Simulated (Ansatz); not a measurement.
## What a change does: single-point calculation on Al₂O₃

System: Al₂O₃ (R-3c, 10 atoms in the cell).
Method of run A: Kohn-Sham DFT of a periodic cell, BLYP with D3(BJ), Ansatz PAW, no spin polarisation (Ansatz 0.2.0).

The structure derives from an entry of the Crystallography Open Database. Text and figures count atoms from 1; the logs count them from 0 in places.

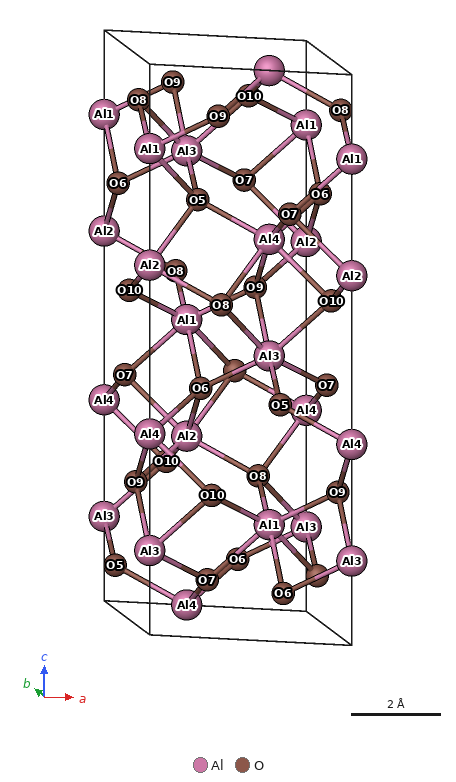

Figure 1. The input geometry (ball-and-stick view of the cell 3 times as large as that of the calculation, set on its symmetry axes, seen slightly off an axis; atoms are numbered from 1 in the order of the input). Near neighbours in the crystal (not all of them lie inside the picture): Al has 6 O at 1.87 to 1.99 Å; O has 4 Al at 1.87 to 1.99 Å.

The input, run A:
```yaml
crystal:
  lattice:
    - [2.3960137044, 1.3833391572, 4.3605553615]
    - [-2.3960137044, 1.3833391572, 4.3605553615]
    - [0.0, -2.7666783145, 4.3605553615]
  atoms:
    - { symbol: Al, position: [0.85216, 0.85216, 0.85216] }
    - { symbol: Al, position: [0.64784, 0.64784, 0.64784] }
    - { symbol: Al, position: [0.14784, 0.14784, 0.14784] }
    - { symbol: Al, position: [0.35216, 0.35216, 0.35216] }
    - { symbol: O, position: [0.05668, 0.75, 0.44332] }
    - { symbol: O, position: [0.75, 0.44332, 0.05668] }
    - { symbol: O, position: [0.44332, 0.05668, 0.75] }
    - { symbol: O, position: [0.94332, 0.25, 0.55668] }
    - { symbol: O, position: [0.25, 0.55668, 0.94332] }
    - { symbol: O, position: [0.55668, 0.94332, 0.25] }
hamiltonian:
  xc: blyp
  pseudopotentials: { kind: paw }
  dispersion: d3bj
kpoints:
  mp_grid: { grid: [7, 7, 7] }
scf:
  occupations: { method: fermi_dirac, width: 0.05 }
output:
  forces: true
  stress: true
  eigenvalues: true
```

Command:
```bash
ansatz run input.yaml --threads 2 --pin off --max-ram 5120MiB --backend cpu --events-out ev --progress --plain --runs-dir out
```

Hardware: 2 threads of Intel Xeon (Granite Rapids), 96 GiB of memory available, shared host.

Output, shortened to warnings, some set-up lines, iterations and results (run A):
```
Basis set: ecut = 420 eV, 1707 PW (Γ), exchange–correlation on 72×72×72 points (8 copies of the dense FFT grid, shifted against one another)
Symmetry: 12 space group operations
k-points: 44 of 343
Initial density: superposition of atomic densities (neutral atoms: chi_scale 0, normalization atom), corrected by the library's trained network
[...]
SCF iter   1: F=—  HF=-5600.035721 eV  |F-HF|=—  |Δ(HF+E_count)|=         —  Δρ=2.09e-2  dr2=2.48e-1  ethr=1.77e-3  ⟨swp⟩=7.5  Hψ=7878  notcnv=0  defer=24
SCF iter   2: F=—  HF=-5599.959541 eV  |F-HF|=—  |Δ(HF+E_count)|=   7.62e-2  Δρ=2.29e-3  dr2=2.60e-3  ethr=5.17e-4  ⟨swp⟩=2.4  Hψ=2920  notcnv=0  defer=172
SCF iter   3: F=—  HF=-5599.960607 eV  |F-HF|=—  |Δ(HF+E_count)|=   1.07e-3  Δρ=1.30e-3  dr2=9.65e-4  ethr=5.42e-6  ⟨swp⟩=2.5  Hψ=2230  notcnv=0  defer=128
SCF iter   4: F=—  HF=-5599.961283 eV  |F-HF|=—  |Δ(HF+E_count)|=   6.76e-4  Δρ=1.61e-4  dr2=1.78e-5  ethr=2.01e-6  ⟨swp⟩=3.0  Hψ=2705  notcnv=0  defer=128
SCF iter   5: F=—  HF=-5599.961299 eV  |F-HF|=—  |Δ(HF+E_count)|=   1.60e-5  Δρ=1.56e-5  dr2=2.01e-7  ethr=3.71e-8  ⟨swp⟩=3.0  Hψ=2681  notcnv=0  defer=128
SCF iter   6: F=-5599.961299 eV  HF=-5599.961299 eV  |F-HF|=2.88e-10  |Δ(HF+E_count)|=   8.37e-8  Δρ=2.54e-6  dr2=5.37e-9  ethr=2.08e-10  ⟨swp⟩=10.7  Hψ=6663  notcnv=0
SCF 1 converged in 6 iterations: F = -5599.961299 eV  dr2 = 5.37e-9
SCF converged after 6 iterations
Free energy (F): -5599.961299 eV
Harris-Foulkes:  -5599.961299 eV  (|F-HF|=2.88e-10)
Internal energy: -5599.961299 eV  (E = F + TS)
E sigma→0 (E₀):  -5599.961299 eV
Fermi energy:    10.999948 eV
--- Per-component energies (eV) ---
  E_band       = 75.737007
  E_kinetic    = 1183.948925
  E_local      = -2014.861119  (includes V_loc(G=0)·N_el)
  E_nonlocal   = 329.942699
  E_hartree    = 750.270728
  E_xc         = -605.619957
  E_vxc        = -685.346522  (∫ρ·V_xc dr)
  E_paw        = -2856.800132  (= ΣΔE_a)
  E_vpaw       = -238.504905  (= ΣTr[D̂ρ^β])
  E_aug_tail   = 0.015570  (compensation charges beyond the density's cutoff)
  E_ewald      = -2381.955569
  E_disp       = -4.967240  (pairwise vdW)
  E_core_change = 0.064796  (= ΣΔE_core)
  E_smearing   = -0.000000  (= −TS)
  E_closure    = 0.000000  (closes the sum)
  Σ components = -5599.961299   (vs F -5599.961299, Δ=0.00e0)
--- Forces (eV/Å), atoms counted from 1 ---
  atom   1  Al    -0.00000000    -0.00000000     0.05260347
  atom   2  Al    -0.00000000     0.00000000    -0.05260347
  atom   3  Al     0.00000000     0.00000000    -0.05260347
  atom   4  Al     0.00000000    -0.00000000     0.05260347
  atom   5  O      0.01058612     0.01833569     0.00000000
  atom   6  O      0.01058612    -0.01833569    -0.00000000
  atom   7  O     -0.02117224     0.00000000     0.00000000
  atom   8  O     -0.01058612    -0.01833569    -0.00000000
  atom   9  O     -0.01058612     0.01833569     0.00000000
  atom  10  O      0.02117224    -0.00000000     0.00000000
  max |Σ_I F_I| component: 2.43e-17 eV/Å
--- Stress (GPa, compression-positive) ---
       -3.269555       0.000000       0.000000
        0.000000      -3.269555      -0.000000
        0.000000      -0.000000      -3.041689
  P = ⅓ Tr σ = -3.1936 GPa (-31.936 kbar)
```

For run B the input was changed thus:
```diff
-  xc: blyp
+  xc: { exchange: b88, correlation: pbe }
-  dispersion: d3bj
```

Predict how the results change.

The total energies belong to different models, so their difference says nothing on which is more stable or more accurate. The gap on the mesh goes from 6.22 to 6.01 eV. The pressure goes from −3.19 to 2.43 GPa. The functional changes from BLYP to one typed by its parts (see the changed lines). The number of SCF iterations is the same.

Output, shortened to warnings, some set-up lines, iterations and results (run B):
```
Basis set: ecut = 420 eV, 1707 PW (Γ), exchange–correlation on 72×72×72 points (8 copies of the dense FFT grid, shifted against one another)
Symmetry: 12 space group operations
k-points: 44 of 343
Initial density: superposition of atomic densities (neutral atoms: chi_scale 0, normalization atom), corrected by the library's trained network
[...]
SCF iter   1: F=—  HF=-5586.744182 eV  |F-HF|=—  |Δ(HF+E_count)|=         —  Δρ=2.92e-3  dr2=4.37e-3  ethr=1.77e-3  ⟨swp⟩=7.5  Hψ=7923  notcnv=0  defer=26
SCF iter   2: F=—  HF=-5586.744705 eV  |F-HF|=—  |Δ(HF+E_count)|=   5.23e-4  Δρ=9.16e-4  dr2=3.19e-4  ethr=9.10e-6  ⟨swp⟩=2.0  Hψ=2929  notcnv=0  defer=92
SCF iter   3: F=—  HF=-5586.745169 eV  |F-HF|=—  |Δ(HF+E_count)|=   4.64e-4  Δρ=4.74e-4  dr2=8.76e-5  ethr=6.65e-7  ⟨swp⟩=2.9  Hψ=2226  notcnv=0  defer=62
SCF iter   4: F=—  HF=-5586.745369 eV  |F-HF|=—  |Δ(HF+E_count)|=   2.00e-4  Δρ=3.87e-5  dr2=7.33e-7  ethr=1.83e-7  ⟨swp⟩=2.0  Hψ=2344  notcnv=0  defer=62
SCF iter   5: F=-5586.745370 eV  HF=-5586.745370 eV  |F-HF|=7.52e-9  |Δ(HF+E_count)|=   1.12e-6  Δρ=5.35e-6  dr2=1.30e-8  ethr=1.53e-9  ⟨swp⟩=2.0  Hψ=2372  notcnv=0  defer=62
SCF iter   6: F=-5586.745370 eV  HF=-5586.745370 eV  |F-HF|=9.00e-11  |Δ(HF+E_count)|=   9.70e-9  Δρ=8.92e-7  dr2=5.16e-10  ethr=2.71e-11  ⟨swp⟩=8.0  Hψ=6029  notcnv=0
SCF 1 converged in 6 iterations: F = -5586.745370 eV  dr2 = 5.16e-10
SCF converged after 6 iterations
Free energy (F): -5586.745370 eV
Harris-Foulkes:  -5586.745370 eV  (|F-HF|=9.00e-11)
Internal energy: -5586.745370 eV  (E = F + TS)
E sigma→0 (E₀):  -5586.745370 eV
Fermi energy:    10.530985 eV
--- Per-component energies (eV) ---
  E_band       = 55.737279
  E_kinetic    = 1180.979410
  E_local      = -2000.354528  (includes V_loc(G=0)·N_el)
  E_nonlocal   = 324.622206
  E_hartree    = 741.628029
  E_xc         = -615.092516
  E_vxc        = -698.359949  (∫ρ·V_xc dr)
  E_paw        = -2836.512876  (= ΣΔE_a)
  E_vpaw       = -234.421429  (= ΣTr[D̂ρ^β])
  E_aug_tail   = 0.015256  (compensation charges beyond the density's cutoff)
  E_ewald      = -2381.955569
  E_core_change = -0.074781  (= ΣΔE_core)
  E_smearing   = -0.000000  (= −TS)
  E_closure    = -0.000000  (closes the sum)
  Σ components = -5586.745370   (vs F -5586.745370, Δ=0.00e0)
--- Forces (eV/Å), atoms counted from 1 ---
  atom   1  Al    -0.00000000     0.00000000    -0.01112022
  atom   2  Al    -0.00000000    -0.00000000     0.01112022
  atom   3  Al     0.00000000    -0.00000000     0.01112022
  atom   4  Al     0.00000000     0.00000000    -0.01112022
  atom   5  O     -0.02393470    -0.04145612    -0.00000000
  atom   6  O     -0.02393470     0.04145612     0.00000000
  atom   7  O      0.04786941     0.00000000     0.00000000
  atom   8  O      0.02393470     0.04145612     0.00000000
  atom   9  O      0.02393470    -0.04145612    -0.00000000
  atom  10  O     -0.04786941     0.00000000     0.00000000
  max |Σ_I F_I| component: 2.78e-17 eV/Å
--- Stress (GPa, compression-positive) ---
        2.492140       0.000000       0.000000
        0.000000       2.492140       0.000000
        0.000000       0.000000       2.310976
  P = ⅓ Tr σ = 2.4318 GPa (24.318 kbar)
```

The two runs side by side:

| quantity | run A | run B |
| --- | --- | --- |
| outcome | converged | converged |
| free energy per atom (eV) | −559.9961 | −558.6745 |
| gap on the mesh (eV) | 6.22 | 6.01 |
| pressure (GPa) | −3.19 | 2.43 |
| largest force (eV/Å) | 0.053 | 0.048 |
| SCF iterations | 6 | 6 |
| irreducible k-points | 44 | 44 |
| plane waves at Γ | 1707 | 1707 |
| wall time (shared host) | 1.9 s | 1.9 s |

For both runs: Points of doubt noted for this run: forces on files of another functional.
